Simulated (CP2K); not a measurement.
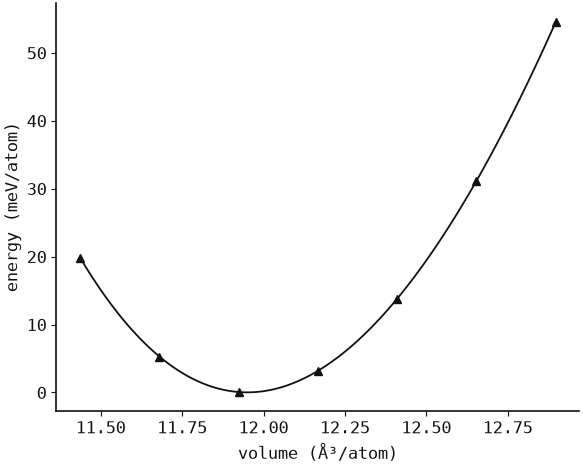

The plot gives the computed energy against volume.

Computed with CP2K 2026.2: DFT in Gaussian orbitals with a plane-wave density, no spin polarisation; energies at scaled volumes of the given cell, shape and fractions fixed, counted from the fit's minimum, third-order Birch-Murnaghan fit. Level: PBEsol.

Question: For which of these solids was it computed?
A. ZrN, Fm-3m (No. 225)
B. BP, F-43m (No. 216)
C. SnSe, Fm-3m (No. 225)

Answer: A, ZrN: energy from 0.05 meV/atom to 54.55 meV/atom, V0 11.95 Å³/atom, B0 266 GPa. The others give: BP, energy from 0.30 meV/atom to 24.71 meV/atom, V0 11.6 Å³/atom, B0 166 GPa; SnSe, energy from 0.05 meV/atom to 20.18 meV/atom, V0 27.36 Å³/atom, B0 53.4 GPa.
